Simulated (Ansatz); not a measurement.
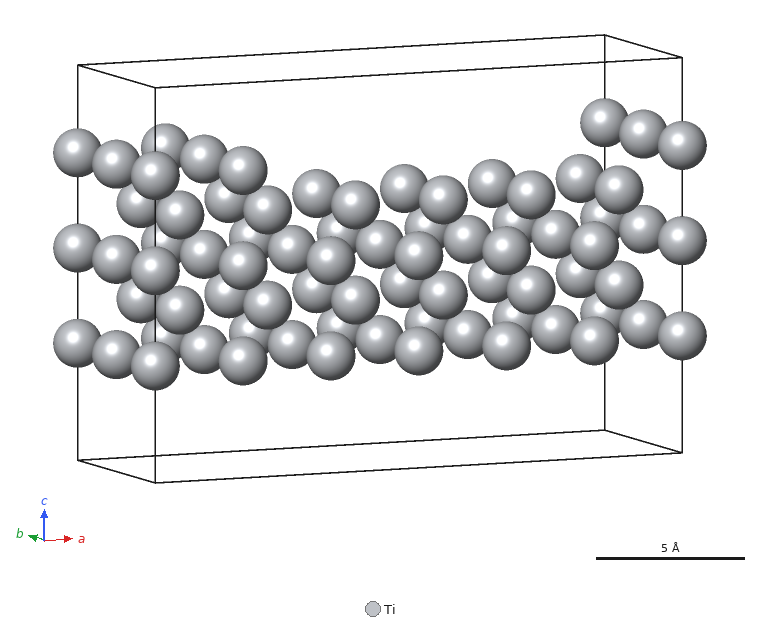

*The structure as given in the input (spheres-only view of the 1 × 2 repeat of the cell, with the vacuum cut short, seen slightly off an axis).*

**Ti: geometry relaxation (part 1 of 4)**

System: Ti (slab, 26 atoms in the cell).
Method: DFT PBE, scalar-relativistic, plane waves, PAW, no spin polarisation (Ansatz 0.2.0).

The structure derives from an entry of the Crystallography Open Database. The input holds or restrains some coordinates. It belongs to a series of runs on one base structure; here: stripe of 2 of 6 rows, two steps.

The input:
```yaml
crystal:
  lattice:
    - [19.533033156, 0.0, 0.0]
    - [0.0, 3.255505526, 0.0]
    - [0.0, 0.0, 18.511011052]
  atoms:
    - { symbol: Ti, position: [0.0, 0.0, 0.081032851] }
    - { symbol: Ti, position: [0.0833333333, 0.5, 0.168967149] }
    - { symbol: Ti, position: [0.1666666667, 0.0, 0.081032851] }
    - { symbol: Ti, position: [0.25, 0.5, 0.168967149] }
    - { symbol: Ti, position: [0.3333333333, 0.0, 0.081032851] }
    - { symbol: Ti, position: [0.4166666667, 0.5, 0.168967149] }
    - { symbol: Ti, position: [0.5, 0.0, 0.081032851] }
    - { symbol: Ti, position: [0.5833333333, 0.5, 0.168967149] }
    - { symbol: Ti, position: [0.6666666667, 0.0, 0.081032851] }
    - { symbol: Ti, position: [0.75, 0.5, 0.168967149] }
    - { symbol: Ti, position: [0.8333333333, 0.0, 0.081032851] }
    - { symbol: Ti, position: [0.9166666667, 0.5, 0.168967149] }
    - { symbol: Ti, position: [0.0, 0.0, 0.2569014471] }
    - { symbol: Ti, position: [0.0833333333, 0.5, 0.3448357451] }
    - { symbol: Ti, position: [0.1666666667, 0.0, 0.2569014471] }
    - { symbol: Ti, position: [0.25, 0.5, 0.3448357451] }
    - { symbol: Ti, position: [0.3333333333, 0.0, 0.2569014471] }
    - { symbol: Ti, position: [0.4166666667, 0.5, 0.3448357451] }
    - { symbol: Ti, position: [0.5, 0.0, 0.2569014471] }
    - { symbol: Ti, position: [0.5833333333, 0.5, 0.3448357451] }
    - { symbol: Ti, position: [0.6666666667, 0.0, 0.2569014471] }
    - { symbol: Ti, position: [0.75, 0.5, 0.3448357451] }
    - { symbol: Ti, position: [0.8333333333, 0.0, 0.2569014471] }
    - { symbol: Ti, position: [0.9166666667, 0.5, 0.3448357451] }
    - { symbol: Ti, position: [0.0, 0.0, 0.4327700432] }
    - { symbol: Ti, position: [0.1666666667, 0.0, 0.4327700432] }
basis:
  ecutwfc: 420
kpoints:
  mp_grid: { grid: [2, 10, 1] }
hamiltonian:
  xc: pbe
scf:
  occupations: { method: gaussian, width: 0.1 }
output:
  forces: true
  eigenvalues: true
  populations: true
  write_density: true
  write_potential: true
  elf: true
  volumetric_format: npy
relax:
  adjacent_minimum: "off"
  f_tol: 0.02
  max_steps: 45
  constraints: [{ sites: [0, 1, 2, 3, 4, 5, 6, 7, 8, 9, 10, 11] }]
efield:
  axis: 3
  dipole_correction: true
  ramp_width: 0.04
```

Machine: 4 threads of Intel Xeon (Granite Rapids), 144 GiB of memory available, shared host.

Launch command:
```bash
ansatz run input.yaml --threads 4 --pin off --max-ram 9216MiB --backend cpu --events-out ev --progress --plain --runs-dir out
```

Output:
```
Engine: ansatz 0.2.0, x86_64-unknown-linux-gnu
Pseudopotentials: kind: paw
Pseudopotential: Ti, paw, valence charge 12, recommended cutoff 420 eV (normal), Ti.paw.azcp
Functional definition: PBE
  parameter kappa = 0.804
  parameter beta = 0.06672455060314922
  exchange = pbe_x(kappa = kappa, mu = beta*pi^2/3)
  correlation = pbe_c(beta = beta)
Crystal: 26 atoms, lattice volume = 1177.113 Å³
Basis set: ecut = 420 eV, 23095 PW (Γ), exchange–correlation on 270×48×250 points (8 copies of the dense FFT grid, shifted against one another)
Bands: 188, of which v1, the nominal top of the filled ones, is band 156 counted from 1 (155 counted from 0)
Symmetry: 4 space group operations
Space group: Pmm2 (ITA 25), of the structure as read, at distance tolerance 1.1e-4 Å
k-points: 12 of 20
Non-local potential: Ti, projectors of the file, l = 0: 3, l = 1: 2, l = 2: 3, l = 3: 1
PAW form: soft (Blöchl's): semilocal exchange-correlation on the pseudo side does not see the compensation charge
PAW one-centre angular grid: Ti, 590 points (default); XC on 64 Gauss nodes
Initial density: superposition of atomic densities (neutral atoms: chi_scale 0, normalization atom), corrected by the library's trained network
Initial wavefunctions: pseudopotential atomic-orbital guess
Functional: x = pbe(κ = 0.804, μ = 0.2195149727645171), c = pbe(β = 0.06672455060314922)
SCF iter   1: F=—  HF=-64975.519097 eV  |F-HF|=—  |Δ(HF+E_count)|=         —  Δρ=1.21e-2  dr2=1.44e1  ethr=1.77e-3  p=0.087 e·Å  D=1.34e-2 V/Å  ΔV_dip=-0.25 eV  dr2_dipole=3.82e0  V_vac-E_F(+/−)=3.34/3.58 eV  ⟨swp⟩=10.2  Hψ=11089  notcnv=0
efield: sawtooth ramp at fractional position 0.7369 (placed from the atoms, in the widest stretch of the axis that holds none; the zero of the levels goes with the place), width 0.0400; the density the first Hamiltonian is built on has a dipole p = 0.087 e·Å; the dipole correction subtracts the counter field D = 1.34e-2 V/Å, which shifts the + side's vacuum level by -0.25 eV against the − side's; the planar-averaged density in the ramp window peaks in size at 1.4e-4 e/Å³
preconditioner: auto → LDOS  [metal: Δε(μ)=0.002 eV  Ē_g=1.961 eV  σ=0.100 eV  W_gap=0.01  n_scr=206 (ndim 8)  ℏωp=11.0 eV  f_vac=0.502  D(μ)=55.55/eV (n_scr^D=532)  β→1.0]
SCF iter   2: F=—  HF=-64975.176575 eV  |F-HF|=—  |Δ(HF+E_count)|=   3.43e-1  Δρ=2.80e-3  dr2=2.53e-1  ethr=1.77e-3  p=-0.051 e·Å  D=-7.85e-3 V/Å  ΔV_dip=0.15 eV  dr2_dipole=3.29e-2  V_vac-E_F(+/−)=3.33/3.19 eV  ⟨swp⟩=2.5  Hψ=2844  notcnv=0  defer=96
SCF iter   3: F=—  HF=-64975.188723 eV  |F-HF|=—  |Δ(HF+E_count)|=   1.21e-2  Δρ=9.66e-4  dr2=5.41e-2  ethr=8.12e-5  p=-0.027 e·Å  D=-4.20e-3 V/Å  ΔV_dip=0.08 eV  dr2_dipole=1.06e-2  V_vac-E_F(+/−)=3.34/3.26 eV  ⟨swp⟩=2.2  Hψ=2977  notcnv=0  defer=110
SCF iter   4: F=—  HF=-64975.188031 eV  |F-HF|=—  |Δ(HF+E_count)|=   6.93e-4  Δρ=3.28e-4  dr2=3.25e-3  ethr=1.73e-5  p=-0.031 e·Å  D=-4.78e-3 V/Å  ΔV_dip=0.09 eV  dr2_dipole=8.56e-6  V_vac-E_F(+/−)=3.33/3.24 eV  ⟨swp⟩=2.0  Hψ=2707  notcnv=0  defer=110
SCF iter   5: F=—  HF=-64975.188207 eV  |F-HF|=—  |Δ(HF+E_count)|=   1.77e-4  Δρ=1.22e-4  dr2=3.79e-4  ethr=1.04e-6  p=-0.030 e·Å  D=-4.68e-3 V/Å  ΔV_dip=0.09 eV  dr2_dipole=1.37e-5  V_vac-E_F(+/−)=3.32/3.23 eV  ⟨swp⟩=2.2  Hψ=2881  notcnv=0  defer=100
SCF iter   6: F=—  HF=-64975.188253 eV  |F-HF|=—  |Δ(HF+E_count)|=   4.54e-5  Δρ=5.94e-5  dr2=9.99e-5  ethr=1.21e-7  p=-0.030 e·Å  D=-4.56e-3 V/Å  ΔV_dip=0.08 eV  dr2_dipole=1.36e-8  V_vac-E_F(+/−)=3.32/3.23 eV  ⟨swp⟩=2.3  Hψ=2780  notcnv=0  defer=100
SCF iter   7: F=—  HF=-64975.188261 eV  |F-HF|=—  |Δ(HF+E_count)|=   7.88e-6  Δρ=2.01e-5  dr2=1.76e-5  ethr=3.20e-8  p=-0.029 e·Å  D=-4.52e-3 V/Å  ΔV_dip=0.08 eV  dr2_dipole=2.74e-6  V_vac-E_F(+/−)=3.32/3.23 eV  ⟨swp⟩=2.2  Hψ=2756  notcnv=0  defer=100
SCF iter   8: F=-64975.188261 eV  HF=-64975.188262 eV  |F-HF|=7.66e-7  |Δ(HF+E_count)|=   1.40e-6  Δρ=6.34e-6  dr2=1.13e-6  ethr=3.21e-9  p=-0.029 e·Å  D=-4.52e-3 V/Å  ΔV_dip=0.08 eV  dr2_dipole=1.31e-8  V_vac-E_F(+/−)=3.32/3.23 eV  ⟨swp⟩=30.0  Hψ=22487  notcnv=0
WARN: efield: at this solve's end the planar-averaged density reaches 2.36e-5 e/Å³ inside the ramp window [0.6829, 0.8309] (bound 1e-5 e/Å³); the window's nearer edge stands 4.63 Å from this solve's nearest atom along the axis. Its work functions, free energy, forces, stress, dipole, levels and responses can be off, and this figure does not tell by how much. A short vacuum, a low `basis.ecutwfc` or `basis.ecutrho_ratio` and negative occupations (`scf.occupations.method`) can put density there. See the manual's quickstart, § The vacuum guard
SCF 1 converged in 8 iterations: F = -64975.188261 eV  dr2 = 1.13e-6
  greatest PAW one-centre occupation: 0.999 electrons in one spin orbital (limit 2), on the Ti atom at site 1 (counted from 0), in its partial waves of l = 0
relax step   1: F+E_penalty+E_count = -64975.18826130 eV  Δ(F+E_penalty+E_count) = +0.000e0 eV  max|allowed force component| = 8.007e-1 eV/Å  Δτ_max = 0.0000 Å  (8 SCF iters, dr2 threshold 1.00e-5 eV, accepted)
Initial density: handed on by an earlier stage of this run
Initial wavefunctions: those handed on with the density
SCF iter   1: F=—  HF=-64976.115517 eV  |F-HF|=—  |Δ(HF+E_count)|=         —  Δρ=1.44e-2  dr2=1.28e1  ethr=3.10e-3  p=-0.029 e·Å  D=-4.53e-3 V/Å  ΔV_dip=0.08 eV  dr2_dipole=6.41e-1  V_vac-E_F(+/−)=3.38/3.29 eV  ⟨swp⟩=4.7  Hψ=4825  notcnv=0  defer=22
efield: sawtooth ramp at fractional position 0.7369 (handed on by an earlier solve), width 0.0400; the density the first Hamiltonian is built on has a dipole p = -0.029 e·Å; the dipole correction subtracts the counter field D = -4.53e-3 V/Å, which shifts the + side's vacuum level by +0.08 eV against the − side's; the planar-averaged density in the ramp window peaks in size at 2.2e-5 e/Å³
preconditioner: auto → LDOS  [metal: Δε(μ)=0.007 eV  Ē_g=1.981 eV  σ=0.100 eV  W_gap=0.04  n_scr=206 (ndim 8)  ℏωp=11.0 eV  f_vac=0.512  D(μ)=51.47/eV (n_scr^D=470)  β→1.0]
SCF iter   2: F=—  HF=-64975.671010 eV  |F-HF|=—  |Δ(HF+E_count)|=   4.45e-1  Δρ=6.26e-3  dr2=1.78e0  ethr=3.10e-3  p=0.032 e·Å  D=4.93e-3 V/Å  ΔV_dip=-0.09 eV  dr2_dipole=1.17e-1  V_vac-E_F(+/−)=3.12/3.21 eV  ⟨swp⟩=2.3  Hψ=3323  notcnv=0  defer=96
SCF iter   3: F=—  HF=-64975.609061 eV  |F-HF|=—  |Δ(HF+E_count)|=   6.19e-2  Δρ=2.00e-3  dr2=2.15e-1  ethr=5.72e-4  p=-0.024 e·Å  D=-3.65e-3 V/Å  ΔV_dip=0.07 eV  dr2_dipole=1.60e-2  V_vac-E_F(+/−)=3.30/3.23 eV  ⟨swp⟩=2.3  Hψ=3017  notcnv=0  defer=115
SCF iter   4: F=—  HF=-64975.599124 eV  |F-HF|=—  |Δ(HF+E_count)|=   9.94e-3  Δρ=7.71e-4  dr2=2.68e-2  ethr=6.89e-5  p=-0.030 e·Å  D=-4.64e-3 V/Å  ΔV_dip=0.09 eV  dr2_dipole=6.09e-3  V_vac-E_F(+/−)=3.31/3.23 eV  ⟨swp⟩=2.0  Hψ=2865  notcnv=0  defer=114
SCF iter   5: F=—  HF=-64975.598856 eV  |F-HF|=—  |Δ(HF+E_count)|=   2.68e-4  Δρ=1.86e-4  dr2=8.04e-4  ethr=8.60e-6  p=-0.035 e·Å  D=-5.39e-3 V/Å  ΔV_dip=0.10 eV  dr2_dipole=2.49e-7  V_vac-E_F(+/−)=3.33/3.23 eV  ⟨swp⟩=2.0  Hψ=2772  notcnv=0  defer=109
SCF iter   6: F=—  HF=-64975.598977 eV  |F-HF|=—  |Δ(HF+E_count)|=   1.21e-4  Δρ=7.96e-5  dr2=1.75e-4  ethr=2.58e-7  p=-0.037 e·Å  D=-5.72e-3 V/Å  ΔV_dip=0.11 eV  dr2_dipole=3.41e-8  V_vac-E_F(+/−)=3.33/3.23 eV  ⟨swp⟩=2.2  Hψ=3124  notcnv=0  defer=109
SCF iter   7: F=—  HF=-64975.599022 eV  |F-HF|=—  |Δ(HF+E_count)|=   4.48e-5  Δρ=4.26e-5  dr2=4.80e-5  ethr=5.60e-8  p=-0.039 e·Å  D=-5.94e-3 V/Å  ΔV_dip=0.11 eV  dr2_dipole=7.76e-7  V_vac-E_F(+/−)=3.34/3.23 eV  ⟨swp⟩=2.0  Hψ=2793  notcnv=0  defer=109
SCF iter   8: F=-64975.599021 eV  HF=-64975.599023 eV  |F-HF|=1.40e-6  |Δ(HF+E_count)|=   1.00e-6  Δρ=1.02e-5  dr2=2.83e-6  ethr=1.28e-8  p=-0.039 e·Å  D=-6.04e-3 V/Å  ΔV_dip=0.11 eV  dr2_dipole=2.53e-7  V_vac-E_F(+/−)=3.34/3.23 eV  ⟨swp⟩=28.7  Hψ=23720  notcnv=0
WARN: efield: at this solve's end the planar-averaged density reaches 2.22e-5 e/Å³ inside the ramp window [0.6829, 0.8309] (bound 1e-5 e/Å³); the window's nearer edge stands 4.63 Å from this solve's nearest atom along the axis. Its work functions, free energy, forces, stress, dipole, levels and responses can be off, and this figure does not tell by how much. A short vacuum, a low `basis.ecutwfc` or `basis.ecutrho_ratio` and negative occupations (`scf.occupations.method`) can put density there. See the manual's quickstart, § The vacuum guard
SCF 2 converged in 8 iterations: F = -64975.599021 eV  dr2 = 2.83e-6
[... from here on the iterations of each SCF are left out, up to the last one ...]
relax step   2: F+E_penalty+E_count = -64975.59902124 eV  Δ(F+E_penalty+E_count) = -4.108e-1 eV  max|allowed force component| = 2.759e-1 eV/Å  Δτ_max = 0.1946 Å  (8 SCF iters, dr2 threshold 4.01e-5 eV, accepted)
[... from here on the SCF iterations and repeated set-up lines of each step are left out, up to the last step ...]
SCF 3 converged in 8 iterations: F = -64975.789344 eV  dr2 = 1.05e-6
relax step   3: F+E_penalty+E_count = -64975.78934429 eV  Δ(F+E_penalty+E_count) = -1.903e-1 eV  max|allowed force component| = 5.686e-1 eV/Å  Δτ_max = 0.1950 Å  (8 SCF iters, dr2 threshold 4.76e-6 eV, accepted)
SCF 4 converged in 7 iterations: F = -64975.853786 eV  dr2 = 9.18e-6
relax step   4: F+E_penalty+E_count = -64975.85378632 eV  Δ(F+E_penalty+E_count) = -6.444e-2 eV  max|allowed force component| = 3.475e-1 eV/Å  Δτ_max = 0.1795 Å  (7 SCF iters, dr2 threshold 3.84e-5 eV, accepted)
SCF 5 converged in 6 iterations: F = -64975.871373 eV  dr2 = 6.56e-6
relax step   5: F+E_penalty+E_count = -64975.87137265 eV  Δ(F+E_penalty+E_count) = -1.759e-2 eV  max|allowed force component| = 1.372e-1 eV/Å  Δτ_max = 0.0984 Å  (6 SCF iters, dr2 threshold 4.51e-5 eV, accepted)
SCF 6 converged in 9 iterations: F = -64975.813915 eV  dr2 = 5.38e-7
relax step   6: F+E_penalty+E_count = -64975.81391479 eV  Δ(F+E_penalty+E_count) = +5.746e-2 eV  max|allowed force component| = 3.832e-1 eV/Å  Δτ_max = 0.1773 Å  (9 SCF iters, dr2 threshold 2.93e-6 eV, rejected (line search))
SCF 7 converged in 10 iterations: F = -64975.879370 eV  dr2 = 1.68e-8
relax step   7: F+E_penalty+E_count = -64975.87937025 eV  Δ(F+E_penalty+E_count) = -7.998e-3 eV  max|allowed force component| = 2.356e-2 eV/Å  Δτ_max = 0.0522 Å  (10 SCF iters, accepted)
SCF iter   1: F=—  HF=-64975.882952 eV  |F-HF|=—  |Δ(HF+E_count)|=         —  Δρ=1.37e-3  dr2=1.52e-1  ethr=1.06e-3  p=-0.057 e·Å  D=-8.83e-3 V/Å  ΔV_dip=0.16 eV  dr2_dipole=1.95e-2  V_vac-E_F(+/−)=3.41/3.25 eV  ⟨swp⟩=2.0  Hψ=2923  notcnv=0  defer=93
efield: sawtooth ramp at fractional position 0.7369 (handed on by an earlier solve), width 0.0400; the density the first Hamiltonian is built on has a dipole p = -0.057 e·Å; the dipole correction subtracts the counter field D = -8.83e-3 V/Å, which shifts the + side's vacuum level by +0.16 eV against the − side's; the planar-averaged density in the ramp window peaks in size at 2.7e-5 e/Å³
preconditioner: auto → LDOS  [metal: Δε(μ)=0.010 eV  Ē_g=1.998 eV  σ=0.100 eV  W_gap=0.06  n_scr=206 (ndim 8)  ℏωp=11.0 eV  f_vac=0.516  D(μ)=42.26/eV (n_scr^D=338)  β→1.0]
SCF iter   2: F=—  HF=-64975.880583 eV  |F-HF|=—  |Δ(HF+E_count)|=   2.37e-3  Δρ=5.82e-4  dr2=2.07e-2  ethr=4.88e-5  p=-0.062 e·Å  D=-9.54e-3 V/Å  ΔV_dip=0.18 eV  dr2_dipole=1.82e-3  V_vac-E_F(+/−)=3.43/3.25 eV  ⟨swp⟩=1.1  Hψ=2605  notcnv=0  defer=94
SCF iter   3: F=—  HF=-64975.880308 eV  |F-HF|=—  |Δ(HF+E_count)|=   2.75e-4  Δρ=1.45e-4  dr2=1.08e-3  ethr=6.63e-6  p=-0.060 e·Å  D=-9.17e-3 V/Å  ΔV_dip=0.17 eV  dr2_dipole=1.48e-4  V_vac-E_F(+/−)=3.42/3.25 eV  ⟨swp⟩=2.0  Hψ=2706  notcnv=0  defer=94
SCF iter   4: F=—  HF=-64975.880306 eV  |F-HF|=—  |Δ(HF+E_count)|=   1.85e-6  Δρ=5.94e-5  dr2=9.41e-5  ethr=3.46e-7  p=-0.060 e·Å  D=-9.21e-3 V/Å  ΔV_dip=0.17 eV  dr2_dipole=5.45e-6  V_vac-E_F(+/−)=3.42/3.25 eV  ⟨swp⟩=2.1  Hψ=2764  notcnv=0  defer=94
SCF iter   5: F=—  HF=-64975.879948 eV  |F-HF|=—  |Δ(HF+E_count)|=   3.58e-4  Δρ=1.75e-5  dr2=7.14e-6  ethr=3.02e-8  p=-0.060 e·Å  D=-9.18e-3 V/Å  ΔV_dip=0.17 eV  dr2_dipole=6.86e-8  V_vac-E_F(+/−)=3.42/3.25 eV  ⟨swp⟩=2.2  Hψ=3301  notcnv=0  defer=94
SCF iter   6: F=—  HF=-64975.879948 eV  |F-HF|=—  |Δ(HF+E_count)|=   4.70e-7  Δρ=6.47e-6  dr2=1.02e-6  ethr=2.29e-9  p=-0.060 e·Å  D=-9.18e-3 V/Å  ΔV_dip=0.17 eV  dr2_dipole=9.06e-10  V_vac-E_F(+/−)=3.42/3.25 eV  ⟨swp⟩=2.9  Hψ=2887  notcnv=0  defer=94
SCF iter   7: F=—  HF=-64975.879948 eV  |F-HF|=—  |Δ(HF+E_count)|=   1.83e-7  Δρ=2.61e-6  dr2=1.94e-7  ethr=3.26e-10  p=-0.060 e·Å  D=-9.17e-3 V/Å  ΔV_dip=0.17 eV  dr2_dipole=2.06e-10  V_vac-E_F(+/−)=3.42/3.25 eV  ⟨swp⟩=2.0  Hψ=2788  notcnv=0  defer=94
SCF iter   8: F=-64975.879949 eV  HF=-64975.879949 eV  |F-HF|=7.93e-10  |Δ(HF+E_count)|=   5.29e-8  Δρ=8.46e-7  dr2=1.78e-8  ethr=3.21e-11  p=-0.060 e·Å  D=-9.17e-3 V/Å  ΔV_dip=0.17 eV  dr2_dipole=2.12e-10  V_vac-E_F(+/−)=3.42/3.25 eV  ⟨swp⟩=20.6  Hψ=16543  notcnv=0
WARN: efield: at this solve's end the planar-averaged density reaches 2.71e-5 e/Å³ inside the ramp window [0.6829, 0.8309] (bound 1e-5 e/Å³); the window's nearer edge stands 4.63 Å from this solve's nearest atom along the axis. Its work functions, free energy, forces, stress, dipole, levels and responses can be off, and this figure does not tell by how much. A short vacuum, a low `basis.ecutwfc` or `basis.ecutrho_ratio` and negative occupations (`scf.occupations.method`) can put density there. See the manual's quickstart, § The vacuum guard
SCF 8 converged in 8 iterations: F = -64975.879949 eV  dr2 = 1.78e-8
relax step   8: F+E_penalty+E_count = -64975.87994854 eV  Δ(F+E_penalty+E_count) = -5.783e-4 eV  max|allowed force component| = 1.410e-2 eV/Å  Δτ_max = 0.0227 Å  (8 SCF iters, accepted)
```

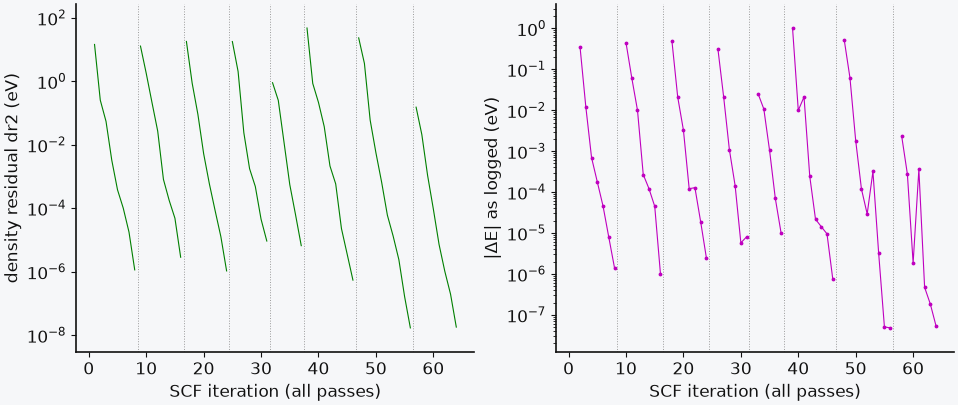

*Convergence of the self-consistent field: density residual dr2 and size of the energy change against the SCF iteration. The dotted lines part the SCF passes of the relaxation: geometry steps, rejected trials and re-solves on a re-selected basis.*

The 8 passes take 6 to 10 iterations each, 64 in all.

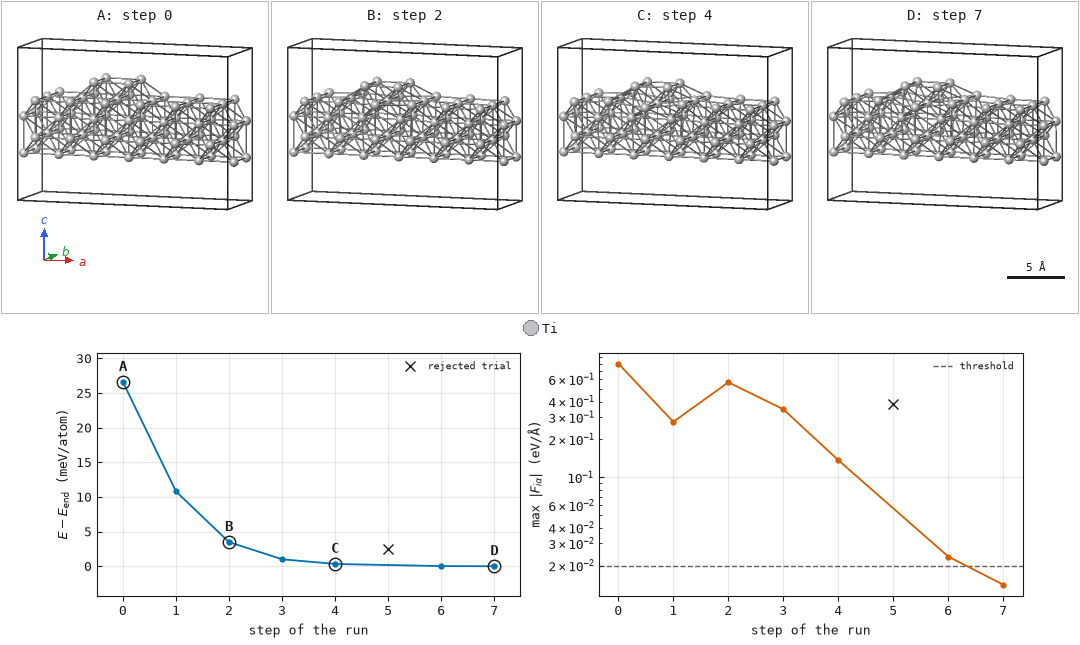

*Frames of the restrained relaxation (ball-and-stick view of the 1 × 2 repeat of the cell, with the vacuum cut short (origin shifted), seen slightly off an axis) above the curves, on which the letters mark them (the first geometry is step 0 here and step 1 in the log).*
